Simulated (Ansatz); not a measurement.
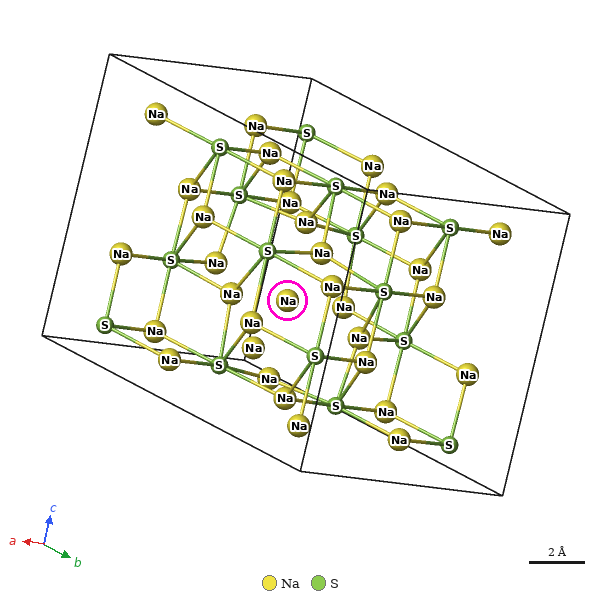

Figure: ball-and-stick view from a general direction. The supercell is outlined; an atom on or near a face, edge or corner is repeated at each equivalent position. The host is Na₂S, in a cell of 48 sites, and the cell is neutral. A ring marks the defect's site.

> Describe the defect.

Sodium on a sulfur site (an antisite). It is bonded to no bonds drawn.

The numbers come from DFT PBE, scalar-relativistic, plane waves, PAW (Ansatz), using wavefunction cutoff 420 eV, a 2×2×2 k-point grid, Gaussian smearing of 0.01 eV, collinear spins.

> Is there a net spin in the supercell?

Yes, 0.5 μB in the cell.

The atoms were relaxed in the host's cell with DFT PBE, scalar-relativistic, plane waves, PAW (Ansatz 0.2.0).
